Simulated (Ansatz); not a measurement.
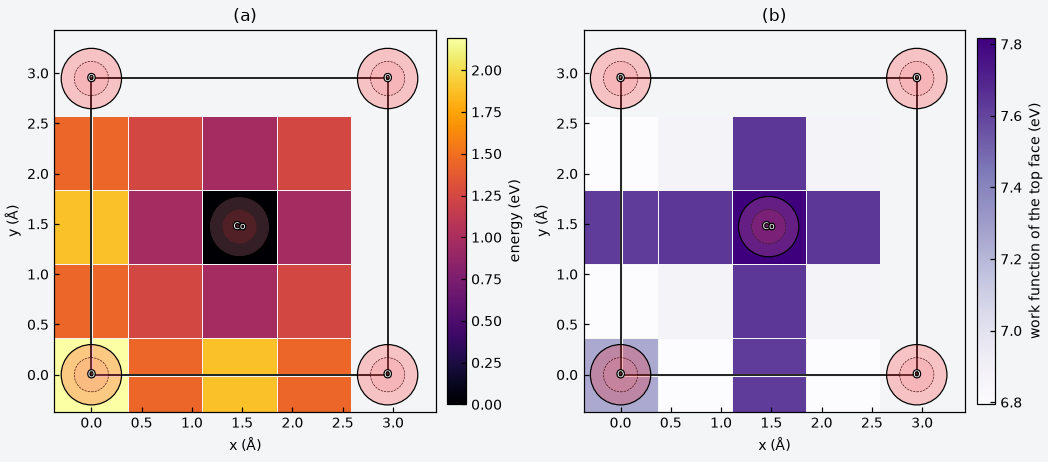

O on a CoO(100) slab cut from the Fm-3m phase (8 atoms of substrate and one adsorbate in a 1 × 1 cell). 
- One O atom a 1 × 1 cell is placed over a mesh of places on the rigid (1 0 0) surface, and only its height is relaxed.
- Places are given modulo a cell vector. The map is drawn in real space over the plane of the surface.
- The grid has 4 × 4 points.
- Energies are in eV, from the lowest grid point.
- With one adsorbate in each 1 × 1 cell, its nearest image is 2.9 Å away, so neighbouring adsorbates interact.
- These are results of DFT PBEsol, scalar-relativistic, plane waves, PAW (Ansatz 0.2.0), not measurements.

Panel (a) is the energy and panel (b) the computed work function of the top face on the same grid.

Drawn: one coloured cell a grid point, labelled circles for the atoms of the top layer and small ones for the second layer, the outline of one cell of the plane.

Question: How does the work function of the top face vary over the map, and what is it at the lowest grid point?

Answer: It runs from 6.79 eV at (0/4, 1/4) of the cell vectors [nearest 1 O at 1.42 Å] to 7.82 eV at the top site over a surface Co atom, (2/4, 2/4) of the cell vectors. At the lowest grid point, the top site over a surface Co atom, (2/4, 2/4) of the cell vectors, it is 7.82 eV.

```
place along a₂ ↓, place along a₁ →   0/4   1/4   2/4   3/4
                               3/4  6.79  6.87  7.64  6.87
                               2/4  7.63  7.64  7.82  7.64
                               1/4  6.79  6.87  7.64  6.87
                               0/4  7.25  6.79  7.63  6.79
```
